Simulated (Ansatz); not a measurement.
Input

```
crystal:
  lattice:
    - [1.6030896288, 0.9255442287, 4.0982259052]
    - [-1.6030896288, 0.9255442287, 4.0982259052]
    - [0.0, -1.8510884574, 4.0982259052]
  atoms:
    - { symbol: Sn, position: [0.5, 0.5, 0.5] }
    - { symbol: O, position: [0.245000868, 0.245000868, 0.245000868] }
    - { symbol: O, position: [0.754999132, 0.754999132, 0.754999132] }
basis:
  ecutwfc: 420
kpoints:
  mp_grid: { grid: [12, 12, 12] }
hamiltonian:
  xc: lda
scf:
  occupations: { method: gaussian, width: 0.02 }
output:
  forces: true
  stress: true
  eigenvalues: true
  write_density: true
  write_potential: true
  elf: true
  volumetric_format: npy
relax:
  adjacent_minimum: "off"
  f_tol: 0.005
  max_steps: 80
  cell: { stress_tol: 0.05 }
```

Launched as:

```sh
ansatz run input.yaml --threads 2 --pin off --max-ram 5120MiB --backend cpu --events-out ev --progress --plain --runs-dir out
```

Below, planes, directions and counts refer to the conventional cell (a = 3.21 Å, b = 3.21 Å, c = 12.24 Å, α = 90.00°, β = 90.00°, γ = 120.00°).

The fields are those of the run's last geometry, not of the input's.

Space group R-3m; a structure from a database of computed crystals, not necessarily the ambient phase.

Theory: DFT LDA, scalar-relativistic, plane waves, PAW (Ansatz).

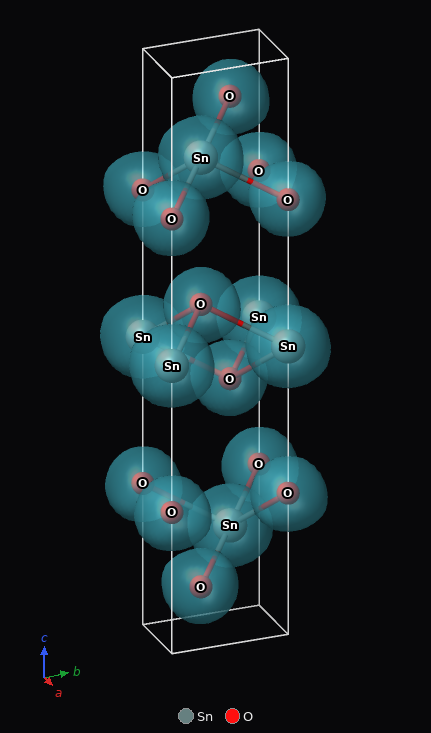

SnO2. Isosurface of the valence charge density (pseudo) at 0.8 e/Å³ (cyan), seen slightly off an axis. Sticks mark near contacts.

Core electrons are frozen (PAW), and the valence fields are smoothed inside the atomic spheres.

> Which contacts does the surface bridge?

At this value the density breaks into separate islands; it holds about 75 % of the electrons treated as valence (semicore included). It bridges none of the near contacts. It is pinched off along the sampled Sn–O (2.09 Å) contacts. On the grid the lowest density along these lines, outside the cores, is 0.65 e/Å³ (Sn–O, 2.09 Å).

> Does the calculation make it a metal, or give it a gap?

It is gapped, with a Kohn–Sham gap of 1.6 eV on the k-point mesh, an upper bound to the gap of this method.
